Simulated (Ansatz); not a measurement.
## Run report: HfO$_{2}$, single-point calculation

The run: single-point calculation of HfO$_{2}$ (Fm-3m, 3 atoms in the cell). Method and program: DFT PBE, scalar-relativistic, plane waves, PAW, no spin polarisation (Ansatz 0.2.0).

The structure derives from an entry of the Crystallography Open Database. It belongs to a series of runs on one base structure; here: band edges and mean potential of the bulk.

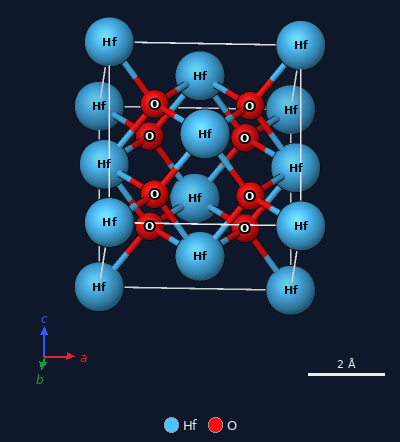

The input geometry (ball-and-stick view of the cell 4 times as large as that of the calculation, set on its symmetry axes, seen at an oblique angle).

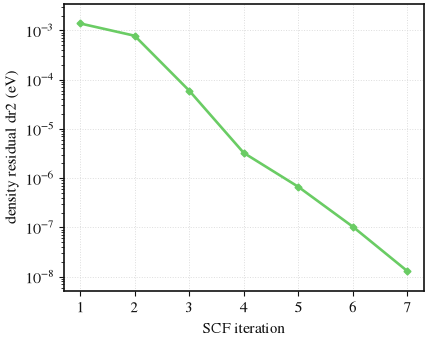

Convergence of the self-consistent field: density residual dr2 against the SCF iteration. The residual falls at every step.

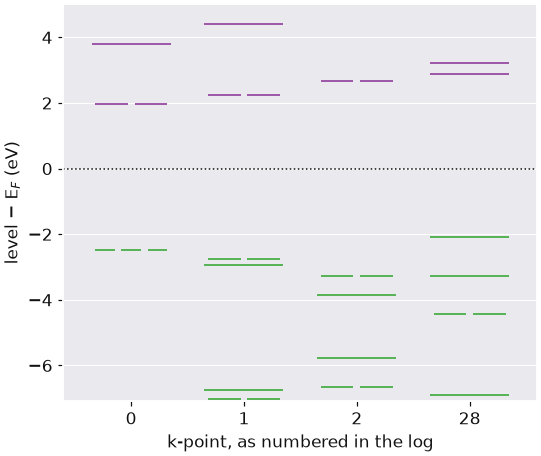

Kohn–Sham levels near the Fermi level (dotted) at the few k-points that the log prints; levels within 0.02 eV of each other stand side by side. Among these points the highest filled and lowest empty levels are 4.05 eV apart; the gap on the full mesh, 3.75 eV, has an edge at a point that isn't printed.

The input and output of the run follow.

**Input file**
```yaml
crystal:
  lattice:
    - [0.0, 2.5488057611, 2.5488057611]
    - [2.5488057611, 0.0, 2.5488057611]
    - [2.5488057611, 2.5488057611, 0.0]
  atoms:
    - { symbol: Hf, position: [0.0, 0.0, 0.0] }
    - { symbol: O, position: [0.25, 0.25, 0.25] }
    - { symbol: O, position: [0.75, 0.75, 0.75] }
basis:
  ecutwfc: 420
kpoints:
  mp_grid: { grid: [8, 8, 8] }
  band_path: { path: [VBM, CBM], npoints: 2 }
hamiltonian:
  xc: pbe
scf:
  occupations: { method: gaussian, width: 0.02 }
output:
  forces: true
  stress: true
  eigenvalues: true
```

Launched with:
```bash
ansatz run input.yaml --threads 8 --pin off --max-ram 20480MiB --backend cpu --events-out ev --progress --plain --runs-dir out
```

**Output**
```
Engine: ansatz 0.2.0, x86_64-unknown-linux-gnu
Pseudopotentials: kind: paw
Pseudopotential: Hf, paw, valence charge 26, recommended cutoff 420 eV (normal), Hf.paw.azcp
Pseudopotential: O, paw, valence charge 6, recommended cutoff 420 eV (normal), O.paw.azcp
Functional definition: PBE
  parameter kappa = 0.804
  parameter beta = 0.06672455060314922
  exchange = pbe_x(kappa = kappa, mu = beta*pi^2/3)
  correlation = pbe_c(beta = beta)
Crystal: 3 atoms, lattice volume = 33.116 Å³
Basis set: ecut = 420 eV, 645 PW (Γ), exchange–correlation on 50×50×50 points (8 copies of the dense FFT grid, shifted against one another)
Bands: 23, of which v1, the nominal top of the filled ones, is band 19 counted from 1 (18 counted from 0)
Symmetry: 48 space group operations
Space group: Fm-3m (ITA 225), of the structure as read, at distance tolerance 3.2e-5 Å
k-points: 29 of 512
Non-local potential: Hf, projectors of the file, l = 0: 3, l = 1: 2, l = 2: 2, l = 3: 3
Non-local potential: O, projectors of the file, l = 0: 2, l = 1: 2, l = 2: 1
PAW form: soft (Blöchl's): semilocal exchange-correlation on the pseudo side does not see the compensation charge
PAW one-centre angular grid: Hf, 590 points (default); XC on 64 Gauss nodes
PAW one-centre angular grid: O, 110 points (default); XC on 64 Gauss nodes
Initial density: superposition of atomic densities (neutral atoms: chi_scale 0, normalization atom), corrected by the library's trained network
Initial wavefunctions: pseudopotential atomic-orbital guess
Functional: x = pbe(κ = 0.804, μ = 0.2195149727645171), c = pbe(β = 0.06672455060314922)
SCF iter   1: F=—  HF=-16861.408998 eV  |F-HF|=—  |Δ(HF+E_count)|=         —  Δρ=2.42e-3  dr2=1.38e-3  ethr=1.77e-3  ⟨swp⟩=5.0  Hψ=2493  notcnv=0
preconditioner: auto → none  [insulator: Δε(μ)=3.764 eV  Ē_g=18.198 eV  σ=0.020 eV  W_gap=1.00  n_scr=14 (ndim 8)  ℏωp=38.7 eV  f_vac=0.064  D(μ)=0.00/eV (n_scr^D=0)  ε∞_Penn≈5.5]
SCF iter   2: F=—  HF=-16861.409934 eV  |F-HF|=—  |Δ(HF+E_count)|=   9.36e-4  Δρ=1.82e-3  dr2=7.77e-4  ethr=3.64e-6  ⟨swp⟩=2.0  Hψ=1501  notcnv=0
SCF iter   3: F=—  HF=-16861.409843 eV  |F-HF|=—  |Δ(HF+E_count)|=   9.10e-5  Δρ=6.87e-4  dr2=5.97e-5  ethr=2.05e-6  ⟨swp⟩=2.0  Hψ=1021  notcnv=0
SCF iter   4: F=—  HF=-16861.410124 eV  |F-HF|=—  |Δ(HF+E_count)|=   2.81e-4  Δρ=1.09e-4  dr2=3.25e-6  ethr=1.57e-7  ⟨swp⟩=2.0  Hψ=1217  notcnv=0
SCF iter   5: F=—  HF=-16861.410123 eV  |F-HF|=—  |Δ(HF+E_count)|=   6.44e-7  Δρ=5.46e-5  dr2=6.66e-7  ethr=8.54e-9  ⟨swp⟩=2.0  Hψ=1024  notcnv=0
SCF iter   6: F=—  HF=-16861.410123 eV  |F-HF|=—  |Δ(HF+E_count)|=   1.06e-7  Δρ=2.41e-5  dr2=1.03e-7  ethr=1.75e-9  ⟨swp⟩=3.0  Hψ=1238  notcnv=0
SCF iter   7: F=-16861.410123 eV  HF=-16861.410123 eV  |F-HF|=8.06e-9  |Δ(HF+E_count)|=   3.19e-9  Δρ=7.02e-6  dr2=1.29e-8  ethr=2.63e-10  ⟨swp⟩=4.6  Hψ=2596  notcnv=0
SCF 1 converged in 7 iterations: F = -16861.410123 eV  dr2 = 1.29e-8
  greatest PAW one-centre occupation: 0.999 electrons in one spin orbital (limit 2), on the Hf atom at site 0 (counted from 0), in its partial waves of l = 3
NSCF: frozen V_eff on 16 k-points
NSCF: frozen V_eff on 16 k-points
NSCF: frozen V_eff on 12 k-points
NSCF: frozen V_eff on 11 k-points
NSCF: frozen V_eff on 3 k-points
NSCF: frozen V_eff on 3 k-points
NSCF: frozen V_eff on 3 k-points
NSCF: frozen V_eff on 3 k-points
NSCF: frozen V_eff on 3 k-points
SCF converged after 7 iterations
Free energy (F): -16861.410123 eV
Harris-Foulkes:  -16861.410123 eV  (|F-HF|=8.06e-9)
Internal energy: -16861.410123 eV  (E = F + TS)
E sigma→0 (E₀):  -16861.410123 eV
Fermi energy:    17.602092 eV
--- Per-component energies (eV) ---
  E_band       = 40.210867
  E_kinetic    = 770.766974
  E_local      = -5782.486812  (includes V_loc(G=0)·N_el)
  E_nonlocal   = -1147.453628
  E_hartree    = 2649.096971
  E_xc         = -447.581231
  E_vxc        = -454.596208  (∫ρ·V_xc dr)
  E_paw        = -7242.404438  (= ΣΔE_a)
  E_vpaw       = 1355.788937  (= ΣTr[D̂ρ^β])
  E_aug_tail   = 0.005008  (compensation charges beyond the density's cutoff)
  E_ewald      = -5661.352967
  E_smearing   = -0.000000  (= −TS)
  E_closure    = -0.000000  (closes the sum)
  Σ components = -16861.410123   (vs F -16861.410123, Δ=0.00e0)
--- Forces (eV/Å), atoms counted from 1 ---
  atom   1  Hf    -0.00000000     0.00000000     0.00000000
  atom   2  O      0.00000000    -0.00000000    -0.00000000
  atom   3  O     -0.00000000    -0.00000000    -0.00000000
  max |Σ_I F_I| component: 2.31e-18 eV/Å
--- Stress (GPa, compression-positive) ---
       -0.003479       0.000000       0.000000
       -0.000000      -0.003479       0.000000
        0.000000       0.000000      -0.003479
  P = ⅓ Tr σ = -0.0035 GPa (-0.035 kbar)
--- Band table (eV; the first three rows and the last of 29) ---
  k-point 0: bands = ["-45.3805", "-13.9103", "-13.9103", "-13.9103", "-2.9438", "-0.1623", "4.7228", "4.7228", "4.7228", "4.7861", "4.7861", "4.7861", "4.9858", "10.4370", "10.4370", "10.4370", "15.1183", "15.1183", "15.1183", "19.5753", "19.5753", "21.3859", "25.9621"]
  k-point 1: bands = ["-45.3786", "-13.9742", "-13.9173", "-13.9173", "-2.7455", "-0.2995", "4.7258", "4.7258", "4.7266", "4.7808", "4.7808", "4.7863", "4.9424", "10.5876", "10.5876", "10.8542", "14.6591", "14.8394", "14.8394", "19.8531", "19.8531", "21.9972", "25.2874"]
  k-point 2: bands = ["-45.3741", "-14.1230", "-13.9341", "-13.9341", "-2.2743", "-0.5838", "4.7318", "4.7318", "4.7384", "4.7703", "4.7703", "4.7866", "4.8648", "10.9575", "10.9575", "11.8177", "13.7489", "14.3257", "14.3257", "20.2700", "20.2700", "22.6529", "24.7781"]
  k-point 28: bands = ["-45.3634", "-14.1894", "-14.1894", "-14.0293", "-1.0694", "-1.0694", "4.7488", "4.7507", "4.7515", "4.7561", "4.7561", "4.7767", "4.7767", "10.4951", "10.7062", "13.1738", "13.1738", "14.3142", "15.5248", "20.4832", "20.8153", "22.6738", "22.6738"]
```

**Key numbers**

- outcome: converged
- space group (tolerance 0.01 Å): Fm-3m (225)
- electrons treated: 38
- free energy: −16861.4101 eV
- Fermi energy: 17.602 eV
- gap on the k-point mesh: 3.75 eV
- gap on the band path: 3.75 eV
- pressure: 0.00 GPa
- largest force (length of the vector): under 0.001 eV/Å
- hardware: 8 threads of Intel Xeon @ 2.50GHz (Skylake/Cascade Lake), 32 GiB of memory available, shared host
- wall time: 1.1 s (CPU time 3.9 s)
- peak memory: 0.4 GiB

Spin–orbit coupling is left out, which matters for Hf.
